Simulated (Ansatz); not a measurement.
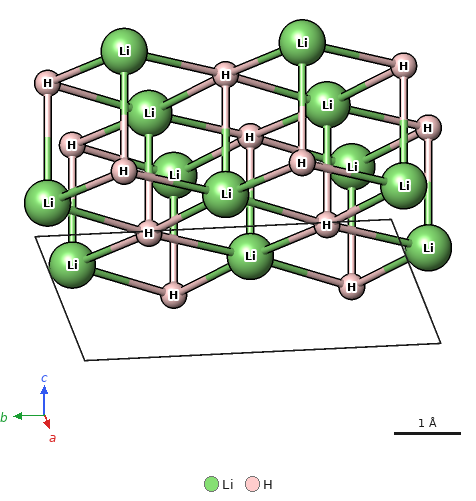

Phonons of a free-standing layer of LiH (a generated structure), at the zone centre. Style: ball-and-stick. Shown: the 2 × 2 repeat of the cell, outlined in the plane, without the vacuum, from a free direction.

Computed with DFT PBE, scalar-relativistic, plane waves, PAW (Ansatz). (plane-wave cutoff 420 eV; k-point mesh 10 × 10 × 1; occupations fixed; no spin polarisation)

Frequencies are those without the non-analytic (LO–TO) term.

Give the spectrum at this point.

Answer. The calculation's cell holds 4 atoms, so there are 9 optical modes, in 6 levels. The optical modes span 2E_g + 2A₁g + E_u + A₂u. No level is unstable.

```
level  symmetry  frequency (cm⁻¹)         activity
    1       E_g               277     Raman-active
    2       A₁g               365     Raman-active
    3       E_u               689  infrared-active
    4       E_g               808     Raman-active
    5       A₁g               935     Raman-active
    6       A₂u               979  infrared-active
```

The modes drawn as arrows (one member of each degenerate set):

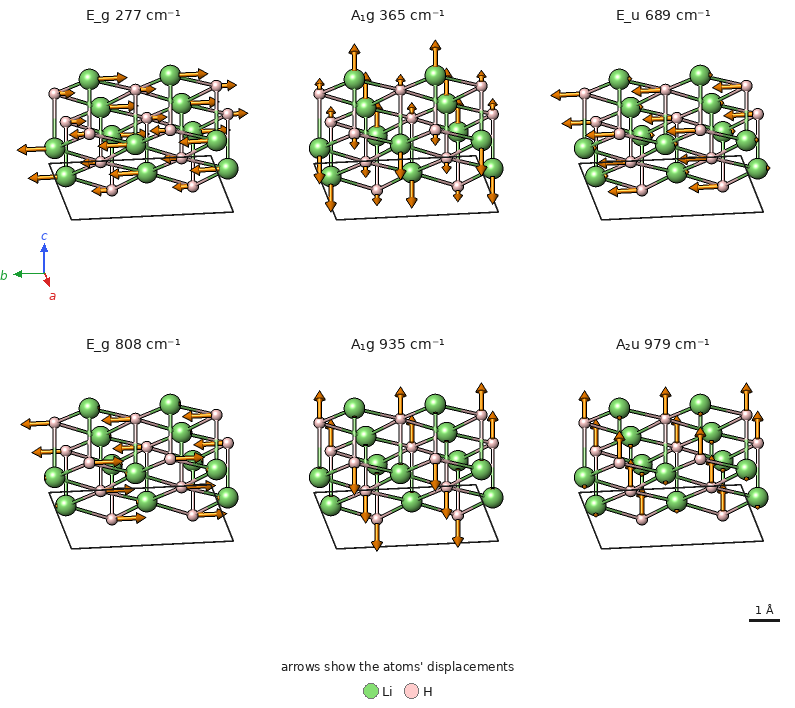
